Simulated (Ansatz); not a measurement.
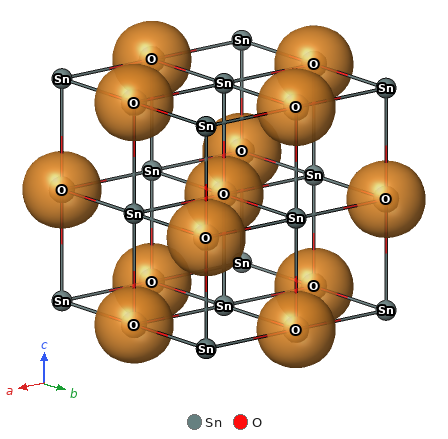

*SnO. Isosurface of the ELF at 0.65 (orange), seen at an oblique angle. Core shells and regions of very low density are left out. Sticks mark near contacts.*

Space group Fm-3m; changed on purpose from its base cell (Se replaced by O, lengths x 0.875, strained and moved within the space group); computed pressure about −9 GPa in this cell.

Computed with DFT PBEsol, scalar-relativistic, plane waves, PAW in Ansatz 0.2.0.

Core electrons are frozen (PAW), and the valence fields are smoothed inside the atomic spheres.

Question: Describe the localisation domains.

Answer: At this value the surface marks out four regions wrapped around O (the valence shell of each), counted in one cell of 8 atoms. Regions shared between cells count once.

Values along the shortest contacts:
Sn–O (2.62 Å): the ELF is about 0.20 at the midpoint: no shared electron pair shows on this line.

Question: Metal or insulator at this level of theory?

Answer: It is gapped, with a Kohn–Sham gap of 0.69 eV on the k-point mesh (the band edges may lie off the mesh, which would make the gap smaller).
